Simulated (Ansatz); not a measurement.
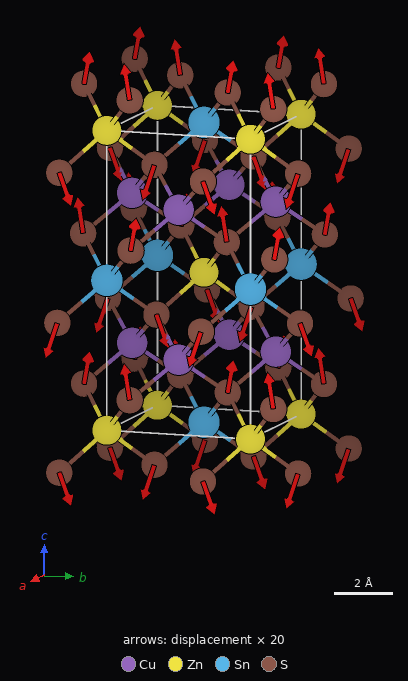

This is a relaxation of crystalline ZnCu2SnS4 (built on the stannite type). The starting structure is drawn; red arrows show the displacements (the part carried along by the change of the cell is left out), 20 times their true length.

Style: ball-and-stick. Shown: the conventional cell (2 times the calculation's cell), slightly off an axis. Lengths and directions refer to the drawn axes.

All numbers below come from Ansatz 0.2.0, DFT, PBE, plane waves, PAW. Settings: plane-wave cutoff 420 eV; k-point mesh 6 × 6 × 6; occupations fermi dirac; smearing width 0.02 eV; no spin polarisation; cell and atoms relaxed; force threshold 0.005 eV/Å.

Which element moves most?

Answer. Sulfur: up to 0.067 Å, against 0.000 Å for copper.

Describe the change and its energy.

Answer. The largest moves relative to the cell, 0.067 Å, are those of S atoms. Cu and Zn and Sn stay in place. The volume changes by +9.5 %, with a = b 5.305 → 5.462 Å (+3.0 %), c 10.610 → 10.958 Å (+3.3 %). Near-neighbour distances that change, for instance: S–Sn 2.346 → 2.474 Å, S–Zn 2.285 → 2.375 Å, Cu–S 2.279 → 2.314 Å. Bond angles that change, for instance: S–Zn–S 107.1° → 103.8°, Zn–S–Sn 108.2° → 105.6°, S–Cu–S 110.8° → 113.2°. The space group stays I-42m (No. 121). After 4 accepted moves (5 points after the start) the energy has fallen by 60.7 meV per atom. The largest force component goes from 0.99 to 0.0028 eV/Å. Pressure: 8.80 GPa at the start and −0.01 GPa at the end. At 1 point the geometry stayed and the basis and grid were re-selected for the new cell (energy shift of 0.6 meV per atom at most each time).
